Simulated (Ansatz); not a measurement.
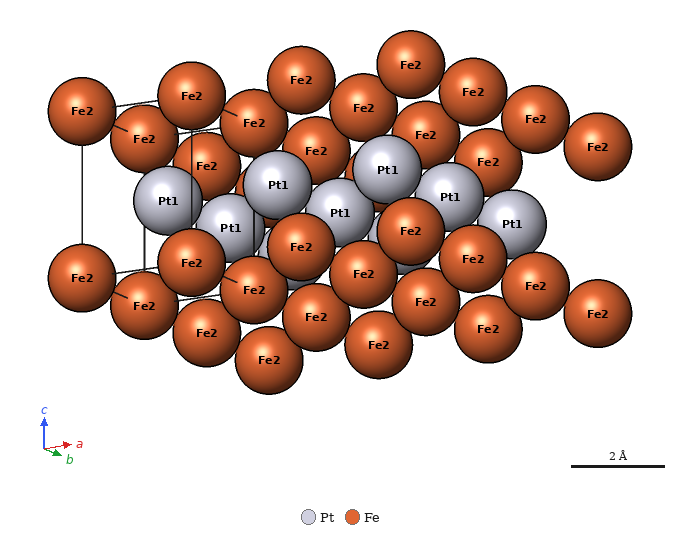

Fig. 1: The structure of run 1 (spheres-only view of the cell of the calculation, repeated 3 × 3 × 1, seen at an oblique angle; atoms are numbered from 1 in the order of the input). An atom can appear more than once, as a periodic image.

## Two runs on FePt

System: FePt (P4/mmm, 2 atoms in the cell).
Method of run 1: Kohn-Sham DFT of a periodic cell, PBEsol with D3(BJ), all-electron LAPW, scalar-relativistic, spin-polarised (Ansatz 0.2.0).

The structure derives from an entry of the Crystallography Open Database. Text and figures count atoms from 1; the logs count them from 0 in places.

### Input, run 1
```yaml
crystal:
  lattice:
    - [2.7235, 0.0, 0.0]
    - [0.0, 2.7235, 0.0]
    - [0.0, 0.0, 3.72]
  atoms:
    - { symbol: Pt, position: [0.5, 0.5, 0.5] }
    - { symbol: Fe, position: [0.0, 0.0, 0.0], spin: 3.0 }
kpoints:
  mp_grid: { grid: [10, 10, 7] }
scf:
  occupations: { method: fermi_dirac, width: 0.05 }
hamiltonian:
  xc: pbesol
  dispersion: d3bj
  pseudopotentials: { kind: all_electron, lapw: { basis_error: 0.001 } }
magnetization:
  spin_polarized: true
output:
  forces: true
  stress: true
relax:
  f_tol: 0.01
  max_steps: 60
  cell: {}
```

Command:
```bash
ansatz run input.yaml --threads 2 --pin off --max-ram 6144MiB --backend cpu --events-out ev --progress --plain --runs-dir out
```

Hardware: 2 threads of Arm Neoverse V1, 24 GiB of memory available, shared host.

### Output, shortened to warnings, some set-up lines, iterations and results (run 1)
```
Basis set: ecut = 303.02030181297624 eV, 335 PW (Γ), exchange–correlation at level 2
Symmetry: 16 space group operations
k-points: 84 of 700
Initial density: superposition of atomic densities (chi_scale 0.1, normalization cell)
[...]
SCF iter   1: F=—  HF=-535423.320067 eV  |F-HF|=—  |Δ(HF+E_count)|=         —  Δρ=5.49e-2 (↑3.01e-2 ↓5.49e-2)  dr2=3.80e0  dr2_m=5.05e-2  M=2.733 μB ∫|m|=2.799 μB  β_m=0.30  …
SCF iter   2: F=—  HF=-535422.038772 eV  |F-HF|=—  |Δ(HF+E_count)|=    1.28e0  Δρ=1.42e-2 (↑5.12e-3 ↓1.42e-2)  dr2=5.84e-2  dr2_m=1.43e-2  M=3.106 μB ∫|m|=3.163 μB  β_m=0.29  …
SCF iter   3: F=—  HF=-535422.050298 eV  |F-HF|=—  |Δ(HF+E_count)|=         —  Δρ=1.31e-2 (↑6.49e-3 ↓1.31e-2)  dr2=1.03e-1  dr2_m=1.35e-2  M=3.202 μB ∫|m|=3.288 μB  β_m=0.29  …
SCF iter   4: F=—  HF=-535422.040002 eV  |F-HF|=—  |Δ(HF+E_count)|=   1.03e-2  Δρ=1.00e-2 (↑5.17e-3 ↓1.00e-2)  dr2=6.08e-2  dr2_m=8.23e-3  M=3.217 μB ∫|m|=3.316 μB  β_m=0.63  …
SCF iter   5: F=—  HF=-535422.041470 eV  |F-HF|=—  |Δ(HF+E_count)|=         —  Δρ=2.22e-3 (↑1.70e-3 ↓2.22e-3)  dr2=9.36e-3  dr2_m=2.26e-5  M=3.258 μB ∫|m|=3.403 μB  β_m=0.64  …
[... 59 lines ...]
SCF iter   1: F=—  HF=-535422.096765 eV  |F-HF|=—  |Δ(HF+E_count)|=         —  Δρ=6.08e-7 (↑5.24e-7 ↓6.08e-7)  dr2=5.67e-10  dr2_m=4.72e-12  M=3.196 μB ∫|m|=3.329 μB  …
SCF iter   2: F=—  HF=-535422.096765 eV  |F-HF|=—  |Δ(HF+E_count)|=   4.31e-9  Δρ=1.96e-7 (↑1.83e-7 ↓1.96e-7)  dr2=2.07e-11  dr2_m=2.96e-12  M=3.196 μB ∫|m|=3.329 μB  …
SCF iter   3: F=-535422.096765 eV  HF=-535422.096765 eV  |F-HF|=5.47e-9  |Δ(HF+E_count)|=   1.05e-9  Δρ=1.64e-6 (↑6.71e-7 ↓1.64e-6)  dr2=2.65e-9  dr2_m=7.13e-11  M=3.196 μB …
SCF 6 converged in 3 iterations: F = -535422.096765 eV  dr2 = 2.65e-9
relax step   6: F+E_penalty+E_count = -535422.09676481 eV  Δ(F+E_penalty+E_count) = -2.535e-6 eV  max|allowed force component| = 6.163e-31 eV/Å  Δτ_max = 0.0000 Å  P = -0.000 …
basis re-selected at this cell: Δ(F+E_penalty+E_count) = -2.535e-6 eV, ΔP = -0.001 GPa vs the last step (what re-selecting the basis moved, after the strain that the cell walked since its last selection, with what the two solves' SCF thresholds leave and, on support functions, any second-order …
SCF converged after 3 iterations
Magnetization: 3.1965 μB (30.5982 up, 27.4018 down)
Absolute magnetization: 3.3294 μB (∫|ρ↑−ρ↓|)
Spin contamination: 0.0731 ħ² per cell (⟨S²⟩ above its minimum at these occupations)
Per-site moments (μB) at R_I (Å): [(0.3836758701766527, 1.2974645538704386), (2.86238573550734, 1.2535151056776495)]
Free energy (F): -535422.096765 eV
Harris-Foulkes:  -535422.096765 eV  (|F-HF|=5.47e-9)
Internal energy: -535422.086577 eV  (E = F + TS)
E sigma→0 (E₀):  -535422.091671 eV
Entropy (-TS):   -0.010188 eV (-5.094 meV/atom)
Fermi energy:    25.022297 eV
--- Per-component energies (eV) ---
  E_band       = -3592.804337
  E_kinetic    = 603757.944828
  E_xc         = -11045.276258
  E_electrostatic = -1128133.679743  (all electrons and nuclei)
  E_disp       = -1.075404  (pairwise vdW)
  E_smearing   = -0.010188  (= −TS)
  E_closure    = 0.000000  (closes the sum)
  E_atoms      = -535403.881192  (free atoms, spherical and without spin; not in F)
  Σ components = -535422.096765   (vs F -535422.096765, Δ=0.00e0)
  Basis errors (estimates in eV, not in F): energy 2.3e-4 per atom: plane waves 1.9e-4 (9.9e-5 summed), levels above the bands 1.1e-83, relativity 4.1e-8, radial functions 4.7e-5, core shells 8.1e-7; eigenvalues (radial functions only) 9.9e-7; not estimated: angular momenta, meshes, grids; target …
--- Forces (eV/Å), atoms counted from 1 ---
  atom   1  Pt     0.00000000     0.00000000     0.00000000
  atom   2  Fe    -0.00000000    -0.00000000     0.00000000
  max |Σ_I F_I| component: 1.13e-30 eV/Å
--- Stress (GPa, compression-positive) ---
       -0.000794       0.000000       0.000000
        0.000000      -0.000794       0.000000
        0.000000       0.000000       0.001390
  P = ⅓ Tr σ = -0.0001 GPa (-0.001 kbar)
--- Relaxed structure (5 steps of the walk, 5 accepted, 1 SCFs on fresh bases) ---
  F+E_penalty+E_count = -535422.09676481 eV   max|allowed force component| = 6.163e-31 eV/Å   (the final SCF, on the basis selected at the relaxed cell)
  cell:  # Å, volume = 26.1503 Å³
[...]
```

Run 2 used a changed input.

### The two runs side by side

```tsv
quantity	run 1	run 2
outcome	converged	converged
free energy per atom (eV)	−267711.0484	−267803.5936
energy per atom, smearing taken to zero (eV)	−267711.0458	−267803.5909
net moment of the cell (μB)	3.20	3.25
absolute moment of the cell (μB)	3.33	3.44
pressure (GPa)	0.00	0.00
volume per atom (Å³)	13.08	13.45
largest force (eV/Å)	0.000	0.000
SCF iterations	57	45
irreducible k-points	84	84
wall time (shared host)	3.5 min	2.8 min
```

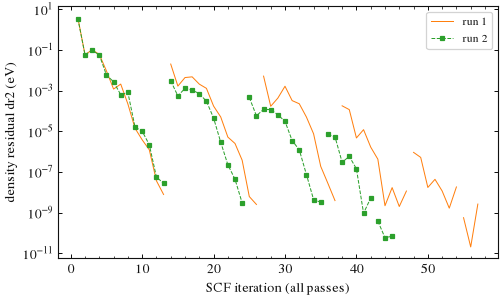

Fig. 2: Convergence of the two runs: density residual dr2 against the SCF iteration. A break in a curve parts two SCF passes. Run 1 takes 57 iterations in all, and run 2 takes 45.

Which change of the input explains these differences?

The change (lines with − go, lines with + come):
```diff
-  xc: pbesol
+  xc: revpbe
```

The total energies belong to different methods, so their difference says nothing on which is more stable or more accurate. The net moment of the cell goes from 3.20 to 3.25 μB. The volume per atom goes from 13.08 to 13.45 Å³. The functional changes from PBEsol to revPBE. The SCF takes 45 iterations over all geometry steps against 57.

### Output, shortened to warnings, some set-up lines, iterations and results (run 2)
```
Basis set: ecut = 303.20539983575475 eV, 335 PW (Γ), exchange–correlation at level 2
Symmetry: 16 space group operations
k-points: 84 of 700
Initial density: superposition of atomic densities (chi_scale 0.1, normalization cell)
[...]
SCF iter   1: F=—  HF=-535608.266045 eV  |F-HF|=—  |Δ(HF+E_count)|=         —  Δρ=5.26e-2 (↑2.87e-2 ↓5.26e-2)  dr2=3.52e0  dr2_m=4.36e-2  M=2.780 μB ∫|m|=2.851 μB  β_m=0.30  …
SCF iter   2: F=—  HF=-535607.144921 eV  |F-HF|=—  |Δ(HF+E_count)|=    1.12e0  Δρ=1.44e-2 (↑4.94e-3 ↓1.44e-2)  dr2=5.79e-2  dr2_m=1.47e-2  M=3.134 μB ∫|m|=3.201 μB  β_m=0.29  …
SCF iter   3: F=—  HF=-535607.172266 eV  |F-HF|=—  |Δ(HF+E_count)|=         —  Δρ=1.30e-2 (↑6.72e-3 ↓1.30e-2)  dr2=9.49e-2  dr2_m=1.43e-2  M=3.223 μB ∫|m|=3.326 μB  β_m=0.29  …
SCF iter   4: F=—  HF=-535607.167036 eV  |F-HF|=—  |Δ(HF+E_count)|=         —  Δρ=1.01e-2 (↑5.34e-3 ↓1.01e-2)  dr2=5.76e-2  dr2_m=8.83e-3  M=3.238 μB ∫|m|=3.357 μB  β_m=0.62  …
SCF iter   5: F=—  HF=-535607.176202 eV  |F-HF|=—  |Δ(HF+E_count)|=         —  Δρ=2.07e-3 (↑1.37e-3 ↓2.07e-3)  dr2=5.90e-3  dr2_m=5.54e-5  M=3.286 μB ∫|m|=3.466 μB  β_m=0.64  …
[... 45 lines ...]
SCF iter   1: F=—  HF=-535607.187131 eV  |F-HF|=—  |Δ(HF+E_count)|=         —  Δρ=6.94e-7 (↑6.94e-7 ↓5.79e-7)  dr2=3.84e-10  dr2_m=4.27e-11  M=3.255 μB ∫|m|=3.435 μB  …
SCF iter   2: F=—  HF=-535607.187131 eV  |F-HF|=—  |Δ(HF+E_count)|=   5.12e-9  Δρ=3.57e-7 (↑3.57e-7 ↓2.85e-7)  dr2=5.86e-11  dr2_m=1.14e-11  M=3.255 μB ∫|m|=3.435 μB  …
SCF iter   3: F=-535607.187131 eV  HF=-535607.187131 eV  |F-HF|=0.00e0  |Δ(HF+E_count)|=   2.68e-9  Δρ=4.36e-7 (↑2.76e-7 ↓4.36e-7)  dr2=6.95e-11  dr2_m=7.37e-12  M=3.255 μB …
SCF 5 converged in 3 iterations: F = -535607.187131 eV  dr2 = 6.95e-11
relax step   5: F+E_penalty+E_count = -535607.18713105 eV  Δ(F+E_penalty+E_count) = -1.899e-7 eV  max|allowed force component| = 4.286e-30 eV/Å  Δτ_max = 0.0000 Å  P = -0.001 …
basis re-selected at this cell: Δ(F+E_penalty+E_count) = -1.899e-7 eV, ΔP = -0.000 GPa vs the last step (what re-selecting the basis moved, after the strain that the cell walked since its last selection, with what the two solves' SCF thresholds leave and, on support functions, any second-order …
SCF converged after 3 iterations
Magnetization: 3.2546 μB (30.6273 up, 27.3727 down)
Absolute magnetization: 3.4355 μB (∫|ρ↑−ρ↓|)
Spin contamination: 0.0861 ħ² per cell (⟨S²⟩ above its minimum at these occupations)
Per-site moments (μB) at R_I (Å): [(0.3815476553407251, 1.3097186314144538), (2.9423819868454064, 1.2653540967789834)]
Free energy (F): -535607.187131 eV
Harris-Foulkes:  -535607.187131 eV  (|F-HF|=0.00e0)
Internal energy: -535607.176601 eV  (E = F + TS)
E sigma→0 (E₀):  -535607.181866 eV
Entropy (-TS):   -0.010530 eV (-5.265 meV/atom)
Fermi energy:    24.469069 eV
--- Per-component energies (eV) ---
  E_band       = -3625.443751
  E_kinetic    = 604029.315205
  E_xc         = -11231.521014
  E_electrostatic = -1128402.883529  (all electrons and nuclei)
  E_disp       = -2.087264  (pairwise vdW)
  E_smearing   = -0.010530  (= −TS)
  E_closure    = 0.000000  (closes the sum)
  E_atoms      = -535590.339817  (free atoms, spherical and without spin; not in F)
  Σ components = -535607.187131   (vs F -535607.187131, Δ=0.00e0)
  Basis errors (estimates in eV, not in F): energy 2.2e-4 per atom: plane waves 1.8e-4 (9.7e-5 summed), levels above the bands 9.4e-82, relativity 1.0e-7, radial functions 4.1e-5, core shells 6.0e-7; eigenvalues (radial functions only) 9.8e-7; not estimated: angular momenta, meshes, grids; target …
--- Forces (eV/Å), atoms counted from 1 ---
  atom   1  Pt     0.00000000     0.00000000     0.00000000
  atom   2  Fe    -0.00000000     0.00000000     0.00000000
  max |Σ_I F_I| component: 5.63e-30 eV/Å
--- Stress (GPa, compression-positive) ---
       -0.001059      -0.000000      -0.000000
       -0.000000      -0.001059      -0.000000
       -0.000000      -0.000000      -0.001110
  P = ⅓ Tr σ = -0.0011 GPa (-0.011 kbar)
--- Relaxed structure (4 steps of the walk, 4 accepted, 1 SCFs on fresh bases) ---
  F+E_penalty+E_count = -535607.18713105 eV   max|allowed force component| = 4.286e-30 eV/Å   (the final SCF, on the basis selected at the relaxed cell)
  cell:  # Å, volume = 26.8983 Å³
[...]
```

For both runs: Spin–orbit coupling is left out, which matters for Pt.
